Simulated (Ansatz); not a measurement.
```xyz
5
Lattice="3.7189 0.0000 0.0000 0.0000 3.7189 0.0000 0.0000 0.0000 4.0391" Properties=species:S:1:pos:R:3 pbc="T T T"
Sr    0.0000    0.0000    0.0000
Ti    1.8595    1.8595    2.0195
O     1.8595    0.0000    2.0195
O     1.8595    1.8595    0.0000
O     0.0000    1.8595    2.0195
```

Space group P4/mmm; a structure from a database of computed crystals, not necessarily the ambient phase; started from the database structure prototype, which need not be the ambient phase; changed on purpose from its base cell (epitaxial xy strain -4.8%); computed pressure about 15 GPa in this cell; computed without spin polarisation.

Theory: Ansatz, DFT, HSE06, plane waves, PAW.

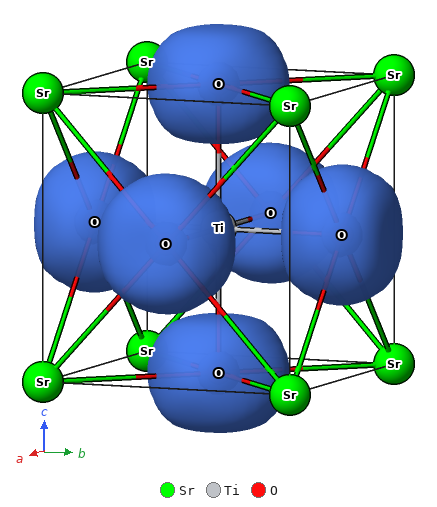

SrTiO₃. Isosurface of the electron localisation function at 0.6 (blue), seen slightly off an axis. Core shells and regions of very low density are left out. Sticks mark near contacts.

Core electrons are frozen (PAW), and the valence fields are smoothed inside the atomic spheres.

**Describe the localisation domains.**

The ELF exceeds this value in three regions wrapped around O (the valence shell of each), counted in one cell of 5 atoms. Any copies at cell faces, edges or corners count once. Profiles from the grid: Ti–O (1.86 Å): the ELF peaks at about 0.85 in the valence shell of O, 0.6 Å from its nucleus, and is about 0.25 at the midpoint: no shared electron pair shows on this line. Sr–O (2.63 Å): the ELF is about 0.05 at the midpoint (a largely ionic contact).

**Does the calculation make it a metal, or give it a gap?**

It is gapped, with a Kohn–Sham gap of 3.3 eV on the k-point mesh, an upper bound to the gap of this method.
